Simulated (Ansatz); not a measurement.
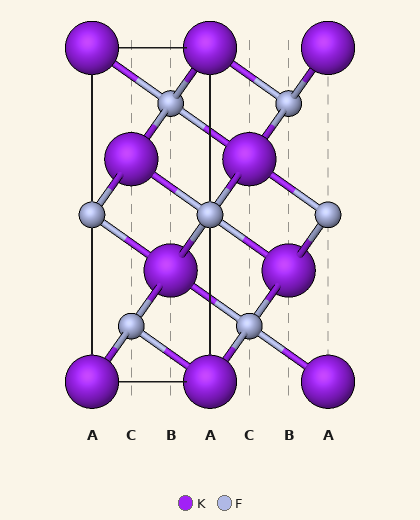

The picture looks along a close-packed row of the hexagonal mesh; [111] points upwards. The dashed lines mark the three columns A (0, 0), B (1/3, 2/3) and C (2/3, 1/3). The box is the hexagonal cell of the face-centred cubic lattice. The sequence starts with the first layer at or above the cell's origin.

System KF; source of the atomic positions: a calculation's input that goes back to an entry of the Crystallography Open Database (an earlier step may have relaxed or displaced it).

Q: List the layers of one repeat.

A: K(A) – F(C) – K(B) – F(A) – K(C) – F(B) (six layers in 9.21 Å).

Q: How are the F layers alone stacked?

A: F layers alone: CAB, the cubic close-packed type.

Q: Which positions between or in the F layers do the other atoms fill?

A: K: three octahedral sites, counted in one hexagonal cell.
